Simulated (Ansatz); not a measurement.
# Rb2LiVO4 (Cmc2_1): given cell or relaxed cell?

Aim: gaps of Rb2LiVO4 (Cmc2_1) at the database cell and after a full relaxation.

Program: Ansatz 0.2.0. Level of theory: r2SCAN, HSE06 and G0W0, plane waves, PAW. Results are calculated unless marked as measured.

**Experimental background.**

- Gap 3.8 eV: optical gap from diffuse reflectance; UV-vis-NIR diffuse reflectance; powder (polycrystalline, solid-state reaction) (“Growth, Properties, and Theoretical Analysis of M2LiVO4 (M = Rb, Cs) Crystals: Two Potential Mid-Infrared Nonlinear Optical Materials”, 2017, pmc:5432528).

## 1. Set-up

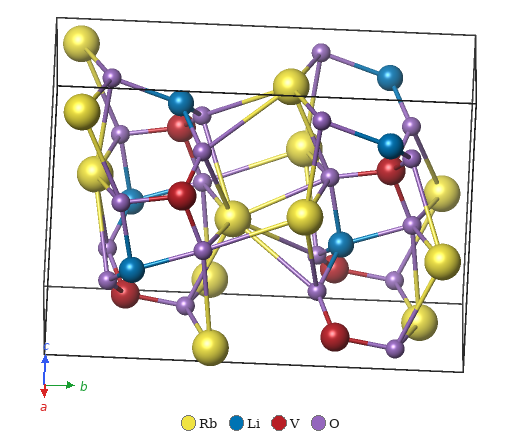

The starting structure, seen slightly off an axis (rubidium yellow, lithium blue, vanadium red, oxygen purple). This picture shows the conventional cell, with its axes. Some periodic images of atoms are drawn too.

The cell and positions come from the Crystallography Open Database and are kept as given unless a step says otherwise.

## 2. r2SCAN bands at the given cell

The cheap functional maps the bands first; the places of the edges decide which points the dearer methods must see.

This step: DFT, r2SCAN, plane waves, PAW; PAW set soft_1.

Contents of input.yaml:

```yaml
crystal:
  lattice:
    - [2.9395, -5.8505, 0.0]
    - [2.9395, 5.8505, 0.0]
    - [0.0, 0.0, 7.933]
  atoms:
    - { symbol: Rb, position: [0.605, 0.395, 0.9488] }
    - { symbol: Rb, position: [0.395, 0.605, 0.4488] }
    - { symbol: Rb, position: [0.0617, 0.9383, 0.5932] }
    - { symbol: Rb, position: [0.9383, 0.0617, 0.0932] }
    - { symbol: Li, position: [0.1989, 0.8011, 0.1716] }
    - { symbol: Li, position: [0.8011, 0.1989, 0.6716] }
    - { symbol: V, position: [0.6905, 0.3095, 0.3894] }
    - { symbol: V, position: [0.3095, 0.6905, 0.8894] }
    - { symbol: O, position: [0.4087, 0.1191, 0.2817] }
    - { symbol: O, position: [0.5913, 0.8809, 0.7817] }
    - { symbol: O, position: [0.8809, 0.5913, 0.2817] }
    - { symbol: O, position: [0.1191, 0.4087, 0.7817] }
    - { symbol: O, position: [0.634, 0.366, 0.5887] }
    - { symbol: O, position: [0.366, 0.634, 0.0887] }
    - { symbol: O, position: [0.835, 0.165, 0.4236] }
    - { symbol: O, position: [0.165, 0.835, 0.9236] }
kpoints:
  mp_grid: { grid: [4, 4, 4] }
  band_path:
    path:
      - [[0.0, 0.0, 0.0], [-0.5, 0.5, 0.0], [-0.68688959, 0.31311041, 0.0]]
      - [[-0.31311041, -0.31311041, 0.0], [0.0, 0.0, 0.0], [0.0, 0.0, -0.5], [-0.31311041, -0.31311041, -0.5]]
      - [[-0.68688959, 0.31311041, -0.5], [-0.5, 0.5, -0.5], [-0.5, 0.5, 0.0]]
      - [[0.0, 0.0, 0.0], [-0.5, 0.0, 0.0], [-0.5, 0.0, -0.5], [0.0, 0.0, -0.5], [-0.5, 0.5, -0.5]]
    npoints: 10
hamiltonian:
  xc: r2scan
  pseudopotentials: { kind: paw, azcp: { folder: soft_1 } }
scf:
  occupations: { method: fermi_dirac, width: 0.02 }
  n_extra_bands: 9
output:
  eigenvalues: true
  forces: true
  stress: true
```

Launch:

```
$ ansatz run input.yaml --threads 24 --pin off --max-ram 82944MiB --backend cuda --events-out ev --progress --plain --runs-dir out --devices 1 --max-vram 78GiB
```

Numbers of over 12 decimals in the logs are rounded to 6 here.

What it wrote:

```text
scf.n_extra_bands = 9 over 58 filled bands (N_el = 116.0): the run solves 67 bands
GPUs: using 1 of 1 available (devices: 1).
Engine: ansatz 0.2.0, aarch64-unknown-linux-gnu
Pseudopotentials: kind: paw
Pseudopotential: Rb, paw, valence charge 9, recommended cutoff 500 eV (meta_gga), soft_1/Rb.paw.azcp
Pseudopotential: Li, paw, valence charge 3, recommended cutoff 500 eV (meta_gga), soft_1/Li.paw.azcp
Pseudopotential: V, paw, valence charge 13, recommended cutoff 500 eV (meta_gga), soft_1/V.paw.azcp
Pseudopotential: O, paw, valence charge 6, recommended cutoff 500 eV (meta_gga), soft_1/O.paw.azcp
Functional definition: r2SCAN
  parameter k0 = 0.174
  parameter k1 = 0.065
  parameter a1 = 4.9479
  exchange = r2scan_x(k0 = k0, k1 = k1, a1 = a1)
  correlation = r2scan_c
device memory: the entry about to start is reckoned to put 16.6 GiB on a device that reports 180.7 GiB free (of which the cap on the GPU budget leaves the run 78.0 GiB)
GPU FFT provider: cuFFT
GPU libraries: cuBLAS 13.8.1, cuFFT 12.4.0, cuSOLVER 12.3.2
GPU matrix products: emulated (plane waves: as basis.precision tells), large ones in fixed point in workspaces of 1.00 GiB
Crystal: 16 atoms, lattice volume = 272.856 Å³
Basis set: ecut = 500 eV, 6919 PW (Γ), exchange–correlation on 192×192×240 points (64 copies of the dense FFT grid, shifted against one another)
Bands: 67, of which v1, the nominal top of the filled ones, is band 58 counted from 1 (57 counted from 0)
Symmetry: 4 space group operations
Space group: Cmc21 (ITA 36), of the structure as read, at distance tolerance 6.5e-5 Å
k-points: 21 of 64 (time reversal used)
Non-local potential: Rb, projectors of the file, l = 0: 3, l = 1: 2, l = 2: 2
Non-local potential: Li, projectors of the file, l = 0: 3, l = 1: 2, l = 2: 1
Non-local potential: V, projectors of the file, l = 0: 3, l = 1: 2, l = 2: 3, l = 3: 1
Non-local potential: O, projectors of the file, l = 0: 2, l = 1: 2, l = 2: 1
PAW form: soft (Blöchl's): semilocal exchange-correlation on the pseudo side does not see the compensation charge
PAW frozen core: Rb, regenerated for the run's functional (the file was generated under x = pbe(κ = 0.804, μ = 0.219515), c = pbe(β = 0.066725))
PAW frozen core: V, regenerated for the run's functional (the file was generated under x = pbe(κ = 0.804, μ = 0.219515), c = pbe(β = 0.066725))
PAW frozen core: O, regenerated for the run's functional (the file was generated under x = pbe(κ = 0.804, μ = 0.219515), c = pbe(β = 0.066725))
PAW one-centre angular grid: Rb, 302 points (default); XC on 160 Gauss nodes
PAW one-centre angular grid: Li, 302 points (default); XC on 295 of its mesh's 2161 points in the sphere
PAW one-centre angular grid: V, 590 points (default); XC on 160 Gauss nodes
[...]
SCF iter  10: F=—  HF=-23923.295583 eV  |F-HF|=—  |Δ(HF+E_count)|=   8.79e-7  Δρ=3.14e-5  dr2=2.42e-6  dr2_τ=2.15e-7  ethr=1.47e-9  ⟨swp⟩=2.0  Hψ=2226  notcnv=0  defer=105
SCF iter  11: F=-23923.295583 eV  HF=-23923.295583 eV  |F-HF|=2.01e-8  |Δ(HF+E_count)|=   3.99e-7  Δρ=4.29e-6  dr2=4.89e-8  dr2_τ=4.45e-9  ethr=8.62e-11  ⟨swp⟩=10.5  Hψ=7460  notcnv=0
SCF 1 converged in 11 iterations: F = -23923.295583 eV  dr2 = 4.89e-8
[...]
device memory: the entry about to start is reckoned to put 21.2 GiB on a device that reports 174.4 GiB free (of which the cap on the GPU budget leaves the run 78.0 GiB)
NSCF: frozen V_eff on 114 k-points, pencils in batches of 32, up to order 296
SCF converged after 11 iterations
Free energy (F): -23923.295583 eV
Harris-Foulkes:  -23923.295583 eV  (|F-HF|=2.01e-8)
Internal energy: -23923.295583 eV  (E = F + TS)
E sigma→0 (E₀):  -23923.295583 eV
Fermi energy:    5.838251 eV
--- Per-component energies (eV) ---
  E_band       = -1238.232464
  E_kinetic    = 2707.263288
  E_local      = -9935.603566  (includes V_loc(G=0)·N_el)
  E_nonlocal   = 1275.458305
  E_hartree    = 3674.445653
  E_xc         = -1285.435996
  E_vxc        = -1745.593817  (∫ρ·V_xc dr)
  E_paw        = -14186.847653  (= ΣΔE_a)
  E_vpaw       = -999.154529  (= ΣTr[D̂ρ^β])
  E_aug_tail   = 0.003717  (compensation charges beyond the density's cutoff)
  E_vtau       = 110.506663  (kinetic-family band-sum trace: ∫τ·v_τ [+ j·A + Jᵃ·Aᵃ] dr)
  E_ewald      = -6171.204530
  E_core_change = -1.374801  (= ΣΔE_core)
  E_smearing   = -0.000000  (= −TS)
  E_closure    = 0.000000  (closes the sum)
  Σ components = -23923.295583   (vs F -23923.295583, Δ=0.00e0)
--- Forces (eV/Å), atoms counted from 1 ---
  atom   1  Rb    -0.00000000     0.01014907     0.01458944
  atom   2  Rb     0.00000000    -0.01014907     0.01458944
  atom   3  Rb     0.00000000    -0.01547318    -0.03275485
  atom   4  Rb    -0.00000000     0.01547318    -0.03275485
  atom   5  Li     0.00000000    -0.08193896    -0.02027468
  atom   6  Li    -0.00000000     0.08193896    -0.02027468
  atom   7  V     -0.00000000     0.37786996    -0.08834471
  atom   8  V      0.00000000    -0.37786996    -0.08834471
[...]
atom  13  O      0.00000000    -0.04196887    -0.03524982
  atom  14  O     -0.00000000     0.04196887    -0.03524982
  atom  15  O      0.00000000    -0.20765728    -0.02924923
  atom  16  O     -0.00000000     0.20765728    -0.02924923
  max |Σ_I F_I| component: 1.57e-4 eV/Å
--- Stress (GPa, compression-positive) ---
       -0.648512       0.000000       0.000000
        0.000000      -0.074196       0.000000
        0.000000       0.000000      -1.092645
  P = ⅓ Tr σ = -0.6051 GPa (-6.051 kbar)
--- Band table (eV; the first three rows and the last of 21) ---
  k-point 0: bands = [... 54 lower, 3.4104, 3.4772, 3.5508, 3.6207, 8.1488, 8.1635, 8.1745, 8.2406, ... 5 higher]
  k-point 1: bands = [... 54 lower, 3.3566, 3.4302, 3.5868, 3.6184, 8.1612, 8.1689, 8.1936, 8.2392, ... 5 higher]
  k-point 2: bands = [... 54 lower, 3.3487, 3.3487, 3.6133, 3.6133, 8.1737, 8.1737, 8.2251, 8.2251, ... 5 higher]
  k-point 20: bands = [... 54 lower, 3.3476, 3.3476, 3.5704, 3.5704, 8.1808, 8.1808, 8.2467, 8.2467, ... 5 higher]
```

The job ended after 3.1 s (1 × NVIDIA GB200 (shared by 2 runs) with 24 threads of Arm Neoverse V2, shared host; peak memory 1.3 GiB; 17 s of CPU time).

The column dr2 measures how far the density is from self-consistency, as an energy; F and HF (Harris–Foulkes) agree once it is small.

This step gave:

```
pressure             : -0.6051 GPa
filled bands         : 58
gap                  : 4.354 eV
valence top at       : Y
conduction bottom at : S
least direct gap     : 4.427 eV
```

The gap is indirect, with the least direct gap 0.07 eV higher.

## 3. Relaxing cell and ions

Gaps follow bond lengths, so the structure is brought to rest first.

input.yaml, the sections that differ from step 2:

```yaml
kpoints:
  mp_grid: { grid: [4, 4, 4] }
scf:
  occupations: { method: fermi_dirac, width: 0.02 }
relax:
  f_tol: 0.01
  max_steps: 60
  cell: {}
# crystal, hamiltonian: as in step 2
# output: removed
```

What it wrote:

```text
[...]
GPUs: using 1 of 1 available (devices: 1).
[...]
Crystal: 16 atoms, lattice volume = 272.856 Å³
Basis set: ecut = 500 eV, 6919 PW (Γ), exchange–correlation on 192×192×240 points (64 copies of the dense FFT grid, shifted against one another)
Bands: 74, of which v1, the nominal top of the filled ones, is band 58 counted from 1 (57 counted from 0)
Symmetry: 4 space group operations
[...]
k-points: 21 of 64 (time reversal used)
[...]
SCF iter   1: F=—  HF=-23923.187912 eV  |F-HF|=—  |Δ(HF+E_count)|=         —  Δρ=4.32e-2  dr2=4.71e0  dr2_τ=5.54e-1  ethr=3.10e-3  ⟨swp⟩=6.1  Hψ=5812  notcnv=0  defer=18
[...]
SCF iter   3: F=—  HF=-23923.321592 eV  |F-HF|=—  |Δ(HF+E_count)|=   1.66e-1  Δρ=1.06e-2  dr2=3.82e-1  dr2_τ=2.07e-2  ethr=1.28e-3  ⟨swp⟩=2.0  Hψ=2394  notcnv=0  defer=147
automatic band count: iteration 3 solves 69 bands in place of 74: the levels show a gap, and the empty bands left out lie too high to hold charge; the band table lists the bands solved (type scf.n_extra_bands for more)
[...]
SCF 1 converged in 11 iterations: F = -23923.295583 eV  dr2 = 2.41e-8
[...]
relax step   1: F+E_penalty+E_count = -23923.29558269 eV  Δ(F+E_penalty+E_count) = +0.000e0 eV  max|allowed force component| = 3.779e-1 eV/Å  Δτ_max = 0.0000 Å  P = -0.605 GPa  Ω = 272.856 Å³  (11 SCF iters, dr2 threshold 1.00e-7 eV, accepted)
[...]
relax step   2: F+E_penalty+E_count = -23923.31435424 eV  Δ(F+E_penalty+E_count) = -1.877e-2 eV  max|allowed force component| = 1.058e-1 eV/Å  Δτ_max = 0.0289 Å  P = -0.113 GPa  Ω = 269.382 Å³  energy of the carried Pulay correction = +1.539e-3 eV  (7 SCF iters, dr2 threshold 1.60e-6 eV, accepted)
[...]
relax step   4: F+E_penalty+E_count = -23923.31809319 eV  Δ(F+E_penalty+E_count) = -7.600e-4 eV  max|allowed force component| = 2.274e-2 eV/Å  Δτ_max = 0.0112 Å  P = +0.020 GPa  Ω = 269.448 Å³  energy of the carried Pulay correction = +1.510e-3 eV  (7 SCF iters, dr2 threshold 1.06e-7 eV, accepted)
[...]
relax step   6: F+E_penalty+E_count = -23923.31685793 eV  Δ(F+E_penalty+E_count) = +1.432e-3 eV  max|allowed force component| = 3.483e-3 eV/Å  Δτ_max = 0.0000 Å  P = +0.004 GPa  Ω = 269.492 Å³  stress off target by 2.28e-2 GPa  SCF on the basis re-selected at this cell (its energy is not comparable with the rows above)  (6 SCF iters)
[...]
P = ⅓ Tr σ = 0.0037 GPa (0.037 kbar)
--- Band table (eV; the first three rows and the last of 21) ---
  k-point 0: bands = [... 54 lower, 3.5172, 3.5800, 3.6138, 3.6931, 8.2551, 8.2551, 8.2975, 8.3750]
  k-point 1: bands = [... 54 lower, 3.4493, 3.5269, 3.6621, 3.6941, 8.2617, 8.2635, 8.3184, 8.3720]
  k-point 2: bands = [... 54 lower, 3.4380, 3.4380, 3.6916, 3.6916, 8.2702, 8.2702, 8.3541, 8.3541]
  k-point 20: bands = [... 54 lower, 3.4428, 3.4428, 3.6404, 3.6404, 8.2744, 8.2744, 8.3756, 8.3756]
--- Relaxed structure (5 steps of the walk, 5 accepted, 1 SCFs on fresh bases) ---
  F+E_penalty+E_count = -23923.31685793 eV   max|allowed force component| = 3.483e-3 eV/Å   (the final SCF, on the basis selected at the relaxed cell)
  cell:  # Å, volume = 269.4921 Å³
    - [2.927150, -5.847311, 0]
    - [2.927150, 5.847311, 0]
    - [0, 0, 7.872540]
  atoms:
    - { symbol: Rb, position: [0.604828, 0.395172, 0.950022] }
    - { symbol: Rb, position: [0.395172, 0.604828, 0.450022] }
    - { symbol: Rb, position: [0.061755, 0.938245, 0.590115] }
    - { symbol: Rb, position: [0.938245, 0.061755, 0.090115] }
    - { symbol: Li, position: [0.201069, 0.798931, 0.171281] }
    - { symbol: Li, position: [0.798931, 0.201069, 0.671281] }
    - { symbol: V, position: [0.690731, 0.309269, 0.389254] }
    - { symbol: V, position: [0.309269, 0.690731, 0.889254] }
    - { symbol: O, position: [0.407577, 0.115162, 0.282748] }
    - { symbol: O, position: [0.592423, 0.884838, 0.782748] }
    - { symbol: O, position: [0.884838, 0.592423, 0.282748] }
    - { symbol: O, position: [0.115162, 0.407577, 0.782748] }
    - { symbol: O, position: [0.634504, 0.365496, 0.590002] }
    - { symbol: O, position: [0.365496, 0.634504, 0.090002] }
    - { symbol: O, position: [0.835911, 0.164089, 0.422530] }
    - { symbol: O, position: [0.164089, 0.835911, 0.922530] }
```

Elapsed: 4.9 s, on 1 × NVIDIA GB200 (shared by 2 runs) with 24 threads; peak memory 1.1 GiB; 39 s of CPU time.

The steps of the relaxation:

```
step  energy less that of the first step (eV)  largest force component (eV/Å)  pressure (GPa)  volume (Å³)
   1                                   0.0000                          0.3779           -0.61       272.86
   2                                  -0.0188                          0.1058           -0.11       269.38
   3                                  -0.0217                          0.0413           -0.01       269.74
   4                                  -0.0225                          0.0227            0.02       269.45
   5                                  -0.0227                          0.0036            0.00       269.49
   6                                  -0.0213                          0.0035            0.00       269.49
```

The log counts 1 steps on a newly chosen plane-wave basis, not all of them marked here; energy and pressure can jump at such steps.

Forces are held to the 4 operations that the run works with; a distortion that breaks them can't arise in this run.

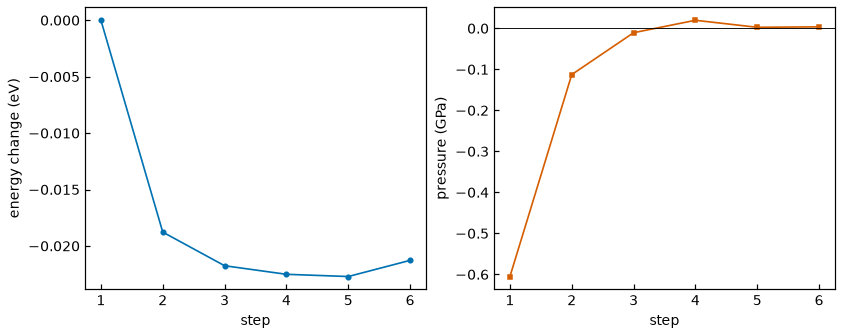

Energy and pressure along the relaxation.

```csv
"conventional cell, symmetrised",before,after,change
a (Å),5.879,5.854,-0.4 %
b (Å),11.701,11.695,-0.1 %
c (Å),7.933,7.873,-0.8 %
volume (Å³/atom),17.05,16.84,-1.2 %
```

The atoms that moved most (Å, as changes of fractional coordinates times the final cell):

```
atom      dx      dy      dz  length
 Li6   0.000   0.025  -0.003   0.025
 Li5   0.000  -0.025  -0.003   0.025
 Rb3   0.000  -0.001  -0.024   0.024
 Rb4   0.000   0.001  -0.024   0.024
 O12  -0.015   0.016   0.008   0.024
  O9  -0.015  -0.016   0.008   0.024
 O10   0.015   0.016   0.008   0.024
 O11   0.015  -0.016   0.008   0.024
```

## 4. r2SCAN at the relaxed cell

Contents of input.yaml:

```yaml
crystal:
  lattice:
    - [2.9271502974, -5.8473110039, 0.0]
    - [2.9271502974, 5.8473110039, 0.0]
    - [0.0, 0.0, 7.8725401419]
  atoms:
    - { symbol: Rb, position: [0.604827885, 0.395172115, 0.9500220966] }
    - { symbol: Rb, position: [0.395172115, 0.604827885, 0.4500220966] }
    - { symbol: Rb, position: [0.061755282, 0.938244718, 0.5901146234] }
    - { symbol: Rb, position: [0.938244718, 0.061755282, 0.0901146234] }
    - { symbol: Li, position: [0.2010688921, 0.7989311079, 0.1712807988] }
    - { symbol: Li, position: [0.7989311079, 0.2010688921, 0.6712807988] }
    - { symbol: V, position: [0.6907308404, 0.3092691596, 0.389254231] }
    - { symbol: V, position: [0.3092691596, 0.6907308404, 0.889254231] }
    - { symbol: O, position: [0.4075765761, 0.1151624225, 0.2827479534] }
    - { symbol: O, position: [0.5924234239, 0.8848375775, 0.7827479534] }
    - { symbol: O, position: [0.8848375775, 0.5924234239, 0.2827479534] }
    - { symbol: O, position: [0.1151624225, 0.4075765761, 0.7827479534] }
    - { symbol: O, position: [0.634503841, 0.365496159, 0.5900018493] }
    - { symbol: O, position: [0.365496159, 0.634503841, 0.0900018493] }
    - { symbol: O, position: [0.8359111761, 0.1640888239, 0.4225304941] }
    - { symbol: O, position: [0.1640888239, 0.8359111761, 0.9225304941] }
kpoints:
  mp_grid: { grid: [4, 4, 4] }
  band_path:
    path:
      - [[0.0, 0.0, 0.0], [-0.5, 0.5, 0.0], [-0.68688959, 0.31311041, 0.0]]
      - [[-0.31311041, -0.31311041, 0.0], [0.0, 0.0, 0.0], [0.0, 0.0, -0.5], [-0.31311041, -0.31311041, -0.5]]
      - [[-0.68688959, 0.31311041, -0.5], [-0.5, 0.5, -0.5], [-0.5, 0.5, 0.0]]
      - [[0.0, 0.0, 0.0], [-0.5, 0.0, 0.0], [-0.5, 0.0, -0.5], [0.0, 0.0, -0.5], [-0.5, 0.5, -0.5]]
    npoints: 10
hamiltonian:
  xc: r2scan
  pseudopotentials: { kind: paw, azcp: { folder: soft_1 } }
scf:
  occupations: { method: fermi_dirac, width: 0.02 }
  n_extra_bands: 9
output:
  eigenvalues: true
  forces: true
  stress: true
```

What it wrote:

```text
[...]
GPUs: using 1 of 1 available (devices: 1).
[...]
GPU FFT provider: cuFFT
GPU libraries: cuBLAS 13.8.1, cuFFT 12.4.0, cuSOLVER 12.3.2
[...]
Crystal: 16 atoms, lattice volume = 269.492 Å³
Basis set: ecut = 500 eV, 6843 PW (Γ), exchange–correlation on 192×192×240 points (64 copies of the dense FFT grid, shifted against one another)
[...]
k-point 0: bands = [... 54 lower, 3.5173, 3.5800, 3.6138, 3.6931, 8.2551, 8.2551, 8.2975, 8.3749, ... 5 higher]
  k-point 1: bands = [... 54 lower, 3.4493, 3.5269, 3.6621, 3.6941, 8.2617, 8.2635, 8.3184, 8.3720, ... 5 higher]
  k-point 2: bands = [... 54 lower, 3.4380, 3.4380, 3.6917, 3.6917, 8.2702, 8.2702, 8.3541, 8.3541, ... 5 higher]
  k-point 20: bands = [... 54 lower, 3.4429, 3.4429, 3.6405, 3.6405, 8.2744, 8.2744, 8.3756, 8.3756, ... 5 higher]
[key lines of the parts left out:]
SCF converged after 11 iterations
Free energy (F): -23923.316858 eV
Fermi energy:    5.934688 eV
P = ⅓ Tr σ = 0.0037 GPa (0.037 kbar)
```

Wall time 2.6 s (1 × NVIDIA GB200 (shared by 2 runs) with 24 threads); peak memory 1.2 GiB.

Numbers from this step:

| Property | Result |
| --- | --- |
| pressure | 0.003747 GPa |
| gap | 4.402 eV |
| valence top at | Y |
| conduction bottom at | S |
| least direct gap | 4.452 eV |

The gap is indirect, with the least direct gap 0.05 eV higher.

(Continued in part 2 of 2.)

[Paths, hosts, dates, memory and timing lines, banners, echoed tables and standing remarks are left out of the program output.]

[Logs are printed without paths, hosts, clocks, repeated set-up lines and the standing remarks that a program may print on its own settings, such as how far it seeks lower states.]

[Runs of the session that timed out or met a known fault of the program may be left out.]

[Cells called generated may have been cut or substituted from an entry of the Crystallography Open Database or the Materials Project.]

[No measured gap is set beside runs whose start may be inverted or whose files or cutoffs have a known fault.]

[Hosts, paths, dates, database ids (printed as entryN), source tags and the programs' standing remarks are cut or masked in the printed files.]
